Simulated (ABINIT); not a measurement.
# SiC (F-43m): a self-consistent loop beyond G0W0, cycle by cycle

Wanted: G0W0 and self-consistent gaps of SiC (F-43m), with the cost of the cycles.

Method: PBE and many-body steps on it, plane waves, in ABINIT 10.8.3.

**What was measured.**

- Gap 2.4 eV: Tauc optical (indirect) gap of annealed polycrystalline 3C-SiC; UV-VIS spectroscopic ellipsometry, Tauc analysis; film (CVD ultrathin polycrystalline film, annealed, about 5 nm grains) (“On-Demand CMOS-Compatible Fabrication of Ultrathin Self-Aligned SiC Nanowire Arrays”, 2018, pmc:6267454).

- Gap 2.39 eV: band gap at cryogenic temperature; bulk crystal (literature value) (quoted in “Silicon carbide diodes for neutron detection”, 2020, arxiv:2009.14696).

Report form: the programs' logs are mostly left out.

### 1. The structure

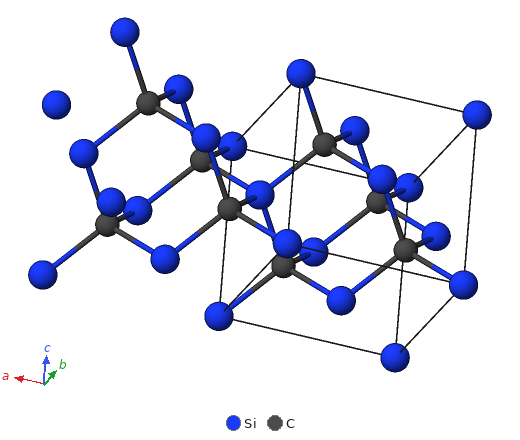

The cell as given, from a free direction (silicon blue, carbon dark grey). 2×1×1 cells are drawn. This picture shows the conventional cell, with its axes. Bonds to atoms that aren't drawn are left out. Some periodic images of atoms are drawn too.

The cell and positions come from the Crystallography Open Database and are kept as given unless a step says otherwise.

### 2. Empty states on the mesh, 6×6×6 mesh, 165 bands

This step: ABINIT 10.8.3; DFT, PBE, plane waves, norm-conserving pseudopotentials.

The sums over transitions need many empty states on a uniform mesh; this step solves for them.

Input file run.abi:

```
acell 3*1.0 Angstrom
rprim 
  -0.000000000000 2.179000000000 2.179000000000
  2.179000000000 -0.000000000000 2.179000000000
  2.179000000000 2.179000000000 -0.000000000000
ntypat 2
znucl 14 6
natom 2
typat 1 2
xred 
  0.000000000000 0.000000000000 0.000000000000
  0.250000000000 0.250000000000 0.250000000000
pp_dirpath "pseudos"
pseudos "Si.upf, C.upf"
ecut 37
ngkpt 6 6 6
nshiftk 1
shiftk 0 0 0
kptopt 1
chksymbreak 0
irdden 1
istwfk *1
nband 165
prtvol 0
optdriver 6
gwr_task "HDIAGO"
paral_kgb 0
occopt 1
indata_prefix "in"
outdata_prefix "out"
tmpdata_prefix "tmp"
```

Launch:

```console
$ OMP_NUM_THREADS=1 mpirun -n 4 abinit run.abi > log
```

Run time: 15 s. Hardware: 4 MPI ranks of Arm Neoverse V1, shared host; peak memory 0.75 GiB.

This step gave:

```yaml
gap: 1.361 eV
k_of_the_valence_top: 0, 0, 0
k_of_the_conduction_bottom: 0.5, 0.5, 0
least_direct_gap: 4.553 eV
k_points_computed: 16
lowest_point_of_the_top_converged_band_above_the_valence_top: 198.3907 eV
```

On this mesh the gap is 1.361 eV.

The density comes from a self-consistent run that is not shown.

### 3. Screening, 6×6×6 mesh, 157 bands, screening to 261.2 eV

The RPA dielectric matrix is built and inverted for each q.

This step: RPA screening on PBE, plane waves, norm-conserving pseudopotentials.

run.abi: that of step 2 with these lines changed.

```diff
@@ -20,10 +20,11 @@
 chksymbreak 0
-irdden 1
 istwfk *1
-nband 165
-prtvol 0
-optdriver 6
-gwr_task "HDIAGO"
-paral_kgb 0
 occopt 1
+irdwfk 1
+optdriver 3
+nband 157
+ecuteps 9.6
+inclvkb 2
+awtr 1
+symchi 1
 indata_prefix "in"
```

Wall time 70 s (4 MPI ranks); peak memory 1 GiB.

This step gave:

```yaml
eps_infinity_with_local_fields_on_this_mesh_along_the_program_s_q_direction: 7.083
the_same_without_local_fields: 7.744
plasma_frequency: 23.09 eV
plane_waves_in_the_screening_matrix: 181
```

Local fields lower ε∞ by 9 %.

### 4. G0W0

The self-energy is evaluated for the states that the input lists, and the levels follow from it, in one-shot runs by the linearised quasiparticle equation.

This step: G0W0 on PBE, plane waves, norm-conserving pseudopotentials.

run.abi: that of step 3 with these lines changed.

```diff
@@ -23,8 +23,17 @@
 irdwfk 1
-optdriver 3
+optdriver 4
 nband 157
+gwcalctyp 0
+ecutsigx 37
+symsigma 1
+nkptgw 2
+kptgw 
+  0.0000000000 0.0000000000 0.0000000000
+  0.5000000000 0.5000000000 0.0000000000
+bdgw 
+  2 8
+  3 6
 ecuteps 9.6
-inclvkb 2
-awtr 1
-symchi 1
+irdscr 1
+ppmodel 1
 indata_prefix "in"
```

Wall time 18 s (4 MPI ranks); peak memory 1 GiB; 71 s of CPU time.

This step gave:

```
G0W0 gap on the points computed              : 2.122 eV
starting gap on the mesh                     : 1.361 eV
k of the valence top                         : 0, 0, 0
k of the conduction bottom                   : 0.5, 0.5, 0
Z at the valence top                         : 0.792
Z at the conduction bottom                   : 0.82
least direct G0W0 gap on the computed points : 5.604 eV
```

The gap on the mesh goes from 1.36 eV to 2.12 eV, a correction of +0.76 eV.

### 5. evGW0, cycle 1

This step: evGW0 on PBE, plane waves, norm-conserving pseudopotentials.

run.abi: that of step 4 with these lines changed.

```diff
@@ -25,12 +25,40 @@
 nband 157
-gwcalctyp 0
+gwcalctyp 10
 ecutsigx 37
 symsigma 1
-nkptgw 2
+nkptgw 16
 kptgw 
   0.0000000000 0.0000000000 0.0000000000
+  0.1666666667 0.0000000000 0.0000000000
+  0.3333333333 0.0000000000 0.0000000000
+  0.5000000000 0.0000000000 0.0000000000
+  0.1666666667 0.1666666667 0.0000000000
+  0.3333333333 0.1666666667 0.0000000000
+  0.5000000000 0.1666666667 0.0000000000
+  -0.3333333333 0.1666666667 0.0000000000
+  -0.1666666667 0.1666666667 0.0000000000
+  0.3333333333 0.3333333333 0.0000000000
+  0.5000000000 0.3333333333 0.0000000000
+  -0.3333333333 0.3333333333 0.0000000000
   0.5000000000 0.5000000000 0.0000000000
+  0.5000000000 0.3333333333 0.1666666667
+  -0.3333333333 0.3333333333 0.1666666667
+  -0.3333333333 0.5000000000 0.1666666667
 bdgw 
-  2 8
-  3 6
+  1 8
+  1 8
+  1 8
+  1 8
+  1 8
+  1 8
+  1 8
+  1 8
+  1 8
+  1 8
+  1 8
+  1 8
+  1 8
+  1 8
+  1 8
+  1 8
 ecuteps 9.6
```

Elapsed: 11 min, on 4 MPI ranks; peak memory 1.1 GiB.

This step gave:

```
quasiparticle gap on the mesh                         : 2.317 eV
gap of the density functional on the mesh             : 1.361 eV
k of the valence top                                  : 0, 0, 0
k of the conduction bottom                            : 0.5, 0.5, 0
Z at the valence top                                  : 0.792
Z at the conduction bottom                            : 0.82
least direct quasiparticle gap on the computed points : 5.890 eV
```

Against G0W0 in ABINIT (6×6×6 mesh, 157 bands, screening to 261.2 eV, Godby-Needs plasmon pole), the gap moves by +0.195 eV. This first cycle still uses the starting levels; it takes the full correction, at all points of the mesh, and its linearised value is 2.122 eV.

### 6. evGW0, cycle 2

The corrected levels of the last cycle go back in.

run.abi: that of step 5 with these lines changed.

```diff
@@ -66,2 +66,3 @@
 ppmodel 1
+irdqps 1
 indata_prefix "in"
```

Elapsed: 11 min, on 4 MPI ranks; peak memory 1.1 GiB.

Numbers from this step:

```
quasiparticle gap on the mesh                         : 2.249 eV
gap of the density functional on the mesh             : 1.361 eV
k of the valence top                                  : 0, 0, 0
k of the conduction bottom                            : 0.5, 0.5, 0
least direct quasiparticle gap on the computed points : 5.772 eV
```

Against the cycle before, the gap moves by −0.068 eV.

### 7. evGW0, cycle 3

run.abi is that of step 6.

Wall time 11 min (4 MPI ranks); peak memory 1.1 GiB; 45 min of CPU time.

Numbers from this step:

```yaml
quasiparticle_gap_on_the_mesh: 2.252 eV
gap_of_the_density_functional_on_the_mesh: 1.361 eV
k_of_the_valence_top: 0, 0, 0
k_of_the_conduction_bottom: 0.5, 0.5, 0
least_direct_quasiparticle_gap_on_the_computed_points: 5.783 eV
```

Against the cycle before, the gap moves by +0.003 eV.

### 8. Screening, 6×6×6 mesh, 157 bands, screening to 261.2 eV

This step: RPA screening on PBE, plane waves, norm-conserving pseudopotentials.

Input file run.abi:

```
acell 3*1.0 Angstrom
rprim 
  -0.000000000000 2.179000000000 2.179000000000
  2.179000000000 -0.000000000000 2.179000000000
  2.179000000000 2.179000000000 -0.000000000000
ntypat 2
znucl 14 6
natom 2
typat 1 2
xred 
  0.000000000000 0.000000000000 0.000000000000
  0.250000000000 0.250000000000 0.250000000000
pp_dirpath "pseudos"
pseudos "Si.upf, C.upf"
ecut 37
ngkpt 6 6 6
nshiftk 1
shiftk 0 0 0
kptopt 1
chksymbreak 0
istwfk *1
occopt 1
irdwfk 1
optdriver 3
nband 157
ecuteps 9.6
inclvkb 2
awtr 1
symchi 1
gwcalctyp 10
mbpt_sciss 1.255 eV
nqptdm 1
qptdm 
  0 0 0
indata_prefix "in"
outdata_prefix "out"
tmpdata_prefix "tmp"
```

Run time: 4.7 s. Hardware: 4 MPI ranks; peak memory 0.6 GiB; 18 s of CPU time.

This step gave:

| Property | Result |
| --- | --- |
| ε∞ with local fields, on this mesh, along the program's q direction | 6.225 |
| the same without local fields | 6.744 |
| plasma frequency | 23.09 eV |
| plane waves in the screening matrix | 181 |

This screening uses the functional's bands under a rigid shift, the mean opening of the cycle before.

### 9. Screening, 6×6×6 mesh, 157 bands, screening to 261.2 eV

This step: RPA screening on PBE from quasiparticle energies, plane waves, norm-conserving pseudopotentials.

run.abi: that of step 8 with these lines changed.

```diff
@@ -29,7 +29,21 @@
 symchi 1
+irdqps 1
 gwcalctyp 10
-mbpt_sciss 1.255 eV
-nqptdm 1
+nqptdm 15
 qptdm 
-  0 0 0
+  0.1666666667 0.0000000000 0.0000000000
+  0.3333333333 0.0000000000 0.0000000000
+  0.5000000000 0.0000000000 0.0000000000
+  0.1666666667 0.1666666667 0.0000000000
+  0.3333333333 0.1666666667 0.0000000000
+  0.5000000000 0.1666666667 0.0000000000
+  -0.3333333333 0.1666666667 0.0000000000
+  -0.1666666667 0.1666666667 0.0000000000
+  0.3333333333 0.3333333333 0.0000000000
+  0.5000000000 0.3333333333 0.0000000000
+  -0.3333333333 0.3333333333 0.0000000000
+  0.5000000000 0.5000000000 0.0000000000
+  0.5000000000 0.3333333333 0.1666666667
+  -0.3333333333 0.3333333333 0.1666666667
+  -0.3333333333 0.5000000000 0.1666666667
 indata_prefix "in"
```

Input file mrgscr.stdin:

```
2
merged
q0_SCR
out_SCR
1
```

Launch:

```console
$ OMP_NUM_THREADS=1 mpirun -n 4 abinit run.abi > log; mrgscr < mrgscr.stdin
```

It took 71 s on 4 MPI ranks; peak memory 0.98 GiB.

This step gave:

```
plasma frequency                    : 23.09 eV
plane waves in the screening matrix : 181
```

This screening reads the quasiparticle levels of the cycle before.

### 10. evGW, cycle 1

This step: evGW on PBE, plane waves, norm-conserving pseudopotentials.

run.abi: that of step 9 with these lines changed.

```diff
@@ -23,12 +23,10 @@
 irdwfk 1
-optdriver 3
+optdriver 4
 nband 157
-ecuteps 9.6
-inclvkb 2
-awtr 1
-symchi 1
-irdqps 1
 gwcalctyp 10
-nqptdm 15
-qptdm 
+ecutsigx 37
+symsigma 1
+nkptgw 16
+kptgw 
+  0.0000000000 0.0000000000 0.0000000000
   0.1666666667 0.0000000000 0.0000000000
@@ -48,2 +46,23 @@
   -0.3333333333 0.5000000000 0.1666666667
+bdgw 
+  1 8
+  1 8
+  1 8
+  1 8
+  1 8
+  1 8
+  1 8
+  1 8
+  1 8
+  1 8
+  1 8
+  1 8
+  1 8
+  1 8
+  1 8
+  1 8
+ecuteps 9.6
+irdscr 1
+ppmodel 1
+irdqps 1
 indata_prefix "in"
```

Launch:

```console
$ OMP_NUM_THREADS=1 mpirun -n 4 abinit run.abi > log
```

Run time: 11 min. Hardware: 4 MPI ranks; peak memory 1.1 GiB.

This step gave:

```yaml
quasiparticle_gap_on_the_mesh: 2.439 eV
gap_of_the_density_functional_on_the_mesh: 1.361 eV
k_of_the_valence_top: 0, 0, 0
k_of_the_conduction_bottom: 0.5, 0.5, 0
least_direct_quasiparticle_gap_on_the_computed_points: 6.006 eV
```

Against G0W0 in ABINIT (6×6×6 mesh, 157 bands, screening to 261.2 eV, Godby-Needs plasmon pole), the gap moves by +0.317 eV.

### 11. Screening, 6×6×6 mesh, 157 bands, screening to 261.2 eV

This step: RPA screening on PBE, plane waves, norm-conserving pseudopotentials.

Input file run.abi:

```
acell 3*1.0 Angstrom
rprim 
  -0.000000000000 2.179000000000 2.179000000000
  2.179000000000 -0.000000000000 2.179000000000
  2.179000000000 2.179000000000 -0.000000000000
ntypat 2
znucl 14 6
natom 2
typat 1 2
xred 
  0.000000000000 0.000000000000 0.000000000000
  0.250000000000 0.250000000000 0.250000000000
pp_dirpath "pseudos"
pseudos "Si.upf, C.upf"
ecut 37
ngkpt 6 6 6
nshiftk 1
shiftk 0 0 0
kptopt 1
chksymbreak 0
istwfk *1
occopt 1
irdwfk 1
optdriver 3
nband 157
ecuteps 9.6
inclvkb 2
awtr 1
symchi 1
gwcalctyp 10
mbpt_sciss 1.489 eV
nqptdm 1
qptdm 
  0 0 0
indata_prefix "in"
outdata_prefix "out"
tmpdata_prefix "tmp"
```

It took 4.5 s on 4 MPI ranks; peak memory 0.62 GiB.

This step gave:

* ε∞ with local fields, on this mesh, along the program's q direction: 6.093
* the same without local fields: 6.591
* plasma frequency: 23.09 eV
* plane waves in the screening matrix: 181

This screening uses the functional's bands under a rigid shift, the mean opening of the cycle before.

### 12. Screening, 6×6×6 mesh, 157 bands, screening to 261.2 eV

This step: RPA screening on PBE from quasiparticle energies, plane waves, norm-conserving pseudopotentials.

run.abi: that of step 11 with these lines changed.

```diff
@@ -29,7 +29,21 @@
 symchi 1
+irdqps 1
 gwcalctyp 10
-mbpt_sciss 1.489 eV
-nqptdm 1
+nqptdm 15
 qptdm 
-  0 0 0
+  0.1666666667 0.0000000000 0.0000000000
+  0.3333333333 0.0000000000 0.0000000000
+  0.5000000000 0.0000000000 0.0000000000
+  0.1666666667 0.1666666667 0.0000000000
+  0.3333333333 0.1666666667 0.0000000000
+  0.5000000000 0.1666666667 0.0000000000
+  -0.3333333333 0.1666666667 0.0000000000
+  -0.1666666667 0.1666666667 0.0000000000
+  0.3333333333 0.3333333333 0.0000000000
+  0.5000000000 0.3333333333 0.0000000000
+  -0.3333333333 0.3333333333 0.0000000000
+  0.5000000000 0.5000000000 0.0000000000
+  0.5000000000 0.3333333333 0.1666666667
+  -0.3333333333 0.3333333333 0.1666666667
+  -0.3333333333 0.5000000000 0.1666666667
 indata_prefix "in"
```

mrgscr.stdin is that of step 9.

Launch:

```console
$ OMP_NUM_THREADS=1 mpirun -n 4 abinit run.abi > log; mrgscr < mrgscr.stdin
```

Run time: 69 s. Hardware: 4 MPI ranks; peak memory 0.98 GiB; 4.6 min of CPU time.

Numbers from this step:

| Item | Value |
| --- | --- |
| plasma frequency | 23.09 eV |
| plane waves in the screening matrix | 181 |

This screening reads the quasiparticle levels of the cycle before.

### 13. evGW, cycle 2

This step: evGW on PBE, plane waves, norm-conserving pseudopotentials.

run.abi: that of step 12 with these lines changed.

```diff
@@ -23,12 +23,10 @@
 irdwfk 1
-optdriver 3
+optdriver 4
 nband 157
-ecuteps 9.6
-inclvkb 2
-awtr 1
-symchi 1
-irdqps 1
 gwcalctyp 10
-nqptdm 15
-qptdm 
+ecutsigx 37
+symsigma 1
+nkptgw 16
+kptgw 
+  0.0000000000 0.0000000000 0.0000000000
   0.1666666667 0.0000000000 0.0000000000
@@ -48,2 +46,23 @@
   -0.3333333333 0.5000000000 0.1666666667
+bdgw 
+  1 8
+  1 8
+  1 8
+  1 8
+  1 8
+  1 8
+  1 8
+  1 8
+  1 8
+  1 8
+  1 8
+  1 8
+  1 8
+  1 8
+  1 8
+  1 8
+ecuteps 9.6
+irdscr 1
+ppmodel 1
+irdqps 1
 indata_prefix "in"
```

Launch:

```console
$ OMP_NUM_THREADS=1 mpirun -n 4 abinit run.abi > log
```

Run time: 11 min. Hardware: 4 MPI ranks; peak memory 1.1 GiB; 45 min of CPU time.

This step gave:

```yaml
quasiparticle_gap_on_the_mesh: 2.459 eV
gap_of_the_density_functional_on_the_mesh: 1.361 eV
k_of_the_valence_top: 0, 0, 0
k_of_the_conduction_bottom: 0.5, 0.5, 0
least_direct_quasiparticle_gap_on_the_computed_points: 6.030 eV
```

Against the cycle before, the gap moves by +0.020 eV.

(Continued in part 2 of 2.)

[Paths, hosts, dates, memory and timing lines, banners, echoed tables and standing remarks are left out of the program output.]

[Logs are printed without paths, hosts, clocks, repeated set-up lines and the standing remarks that a program may print on its own settings, such as how far it seeks lower states.]

[Runs of the session that timed out or met a known fault of the program may be left out.]

[Hosts, paths, dates, database ids (printed as entryN), source tags and the programs' standing remarks are cut or masked in the printed files.]

[G0W0 gaps are taken among the corrected bands and points alone; a level outside them can change the order at an edge.]

[Where Ansatz stands beside ABINIT at settings called matched, ABINIT's density can come from a denser mesh and the files from another edition; pairs whose starting gaps differed by over 0.03 eV were left out, so agreement reads better than it is.]
